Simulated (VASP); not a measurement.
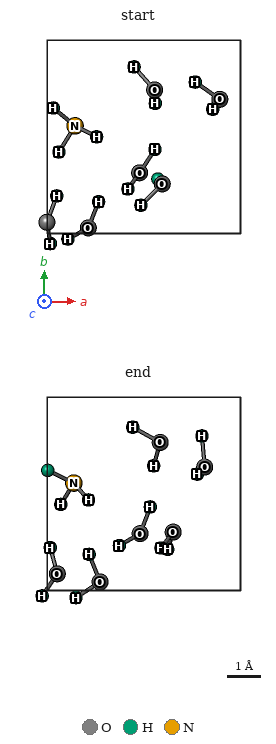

The structure of an amorphous cell of composition H₁₅NO₆ before (top) and after (bottom) a relaxation, at one scale.

A ball-and-stick model of the cell of the calculation, seen along the c axis.

The run lets the atoms move in a fixed cell.

Computed with Kohn-Sham DFT of a periodic cell, PBE with D3(BJ), VASP PAW PBE potentials, recommended in VASP 6.6.1.

The input:
```
PREC     = Accurate       # precision mode
ENCUT    = 520            # plane-wave cutoff, eV
EDIFF    = 1E-6           # SCF threshold, eV
ISMEAR   = -1             # smearing method
SIGMA    = 0.05           # smearing width, eV
LREAL    = Auto         
LASPH    = True           # aspherical terms in the spheres
NELM     = 60             # most SCF steps
ALGO     = Normal         # electronic algorithm
ISIF     = 2              # what is computed and relaxed
LWAVE    = False          # write WAVECAR
LCHARG   = False          # write CHGCAR
GGA      = PE             # functional
IVDW     = 12             # dispersion correction
IBRION   = 2              # ionic algorithm
NSW      = 35             # ionic steps
EDIFFG   = -0.3           # ionic threshold
```

Run as
```bash
cat potpaw_PBE.64/O/POTCAR potpaw_PBE.64/H/POTCAR potpaw_PBE.64/N/POTCAR > POTCAR
mpirun -np 1 vasp_gam > vasp.out
```

Q: What changed between the two?

A: The relaxation stopped without meeting its thresholds, so the last structure isn't shown to be converged. Over 34 geometry steps the energy falls by 2.315 eV per cell of the calculation. The largest force component goes from 0.97 to 0.78 eV/Å. The largest move is that of an H atom, 0.78 Å roughly along [3 2 1]. Largest moves by element: H 0.78 Å, O 0.62 Å, N 0.27 Å. The cell stays as it was. Among the contacts that change: H–O 0.969 → 0.989 Å, H–N 1.017 → 1.010 Å, H–O 0.969 → 0.962 Å. Among the angles between lasting bonds that change: H–O–H 104.0° → 107.9°, H–N–H 106.3° → 102.9°, H–O–H 104.0° → 107.5°.

Limits of the set-up: the periodic images lie only 6.0 Å apart, so the values are limited by the cell's size.
